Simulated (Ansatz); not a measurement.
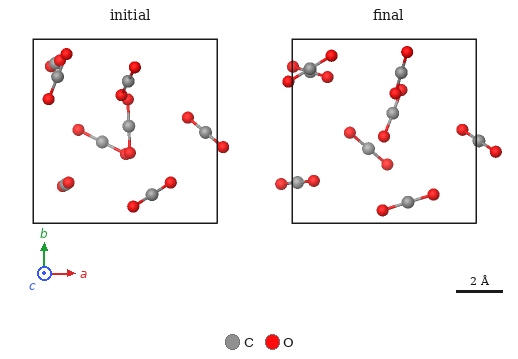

The structure of an amorphous cell of composition CO2 before (left) and after (right) a relaxation, at one scale.

The picture is a ball-and-stick view of the cell of the calculation, seen along the c axis.

The cell holds 8 CO2. The run prepares the start of a later molecular dynamics calculation, from a guessed geometry.

All numbers below come from DFT PBE-D3(BJ), scalar-relativistic, plane waves, PAW in Ansatz. Set-up: plane-wave cutoff 420 eV; k-point mesh 1 × 1 × 1; occupations fermi dirac; smearing width 0.05 eV; no spin polarisation; atoms relaxed in a fixed cell; force threshold 0.3 eV/Å; at most 15 steps.

> Summarise the run.

The relaxation stopped without meeting its thresholds, so the last structure isn't shown to be converged. It used up its limit of 15 steps. After 14 geometry steps the energy has fallen by 1.590 eV per cell of the calculation. Largest force component: 1.3 eV/Å at the start, 0.54 eV/Å at the end. The atom that moves furthest is an O atom (1.83 Å roughly along [−3 0 −1]). By element the largest moves are O 1.83 Å, C 1.37 Å. The cell doesn't change. Some distances before and after: C–O 1.179 → 1.173 Å.

Limits of the set-up: the periodic images lie only 8.1 Å apart, so the values are limited by the cell's size.
